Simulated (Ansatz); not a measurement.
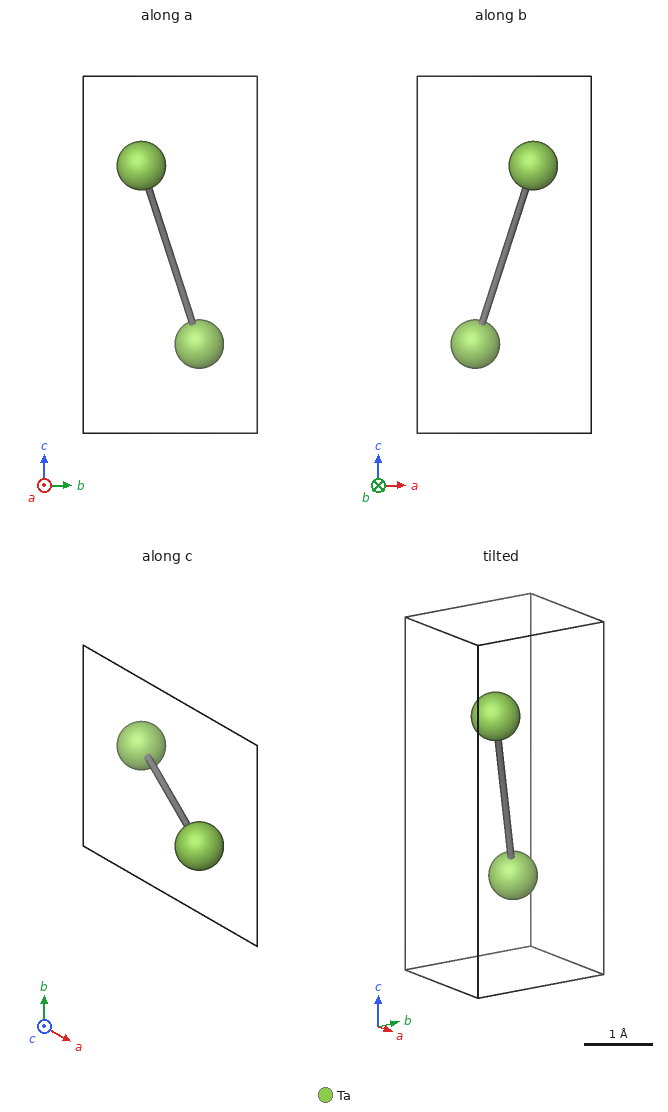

View along the a axis, along the b axis, along the c axis and slightly off an axis, drawn as a ball-and-stick model. The outline marks the conventional unit cell.

Lattice parameters: a = 2.9608 Å, b = 2.9608 Å, c = 5.2613 Å, α = 90.000°, β = 90.000°, γ = 120.000°.

**Reconstruct the structure as a CIF with its space group and independent sites.**

```cif
data_structure
_symmetry_space_group_name_H-M 'P 63/m m c'
_symmetry_Int_Tables_number 194
_cell_length_a 2.9608
_cell_length_b 2.9608
_cell_length_c 5.2613
_cell_angle_alpha 90.000
_cell_angle_beta 90.000
_cell_angle_gamma 120.000
_cell_volume 39.94
loop_
_atom_site_label
_atom_site_type_symbol
_atom_site_symmetry_multiplicity
_atom_site_Wyckoff_symbol
_atom_site_fract_x
_atom_site_fract_y
_atom_site_fract_z
_atom_site_occupancy
Ta1 Ta 2 c 0.3333 0.6667 0.2500 1
```

Starting structure: a structure type filled with this element by a generator (whether the element takes this form wasn't checked). Earlier steps of the study may have refined or changed the cell and positions. It was run through Ansatz as a DFT input.

At this level of theory the cell isn't at rest (stretched, at -13 GPa), so its distances can differ from those at equilibrium, the more so the softer the solid.
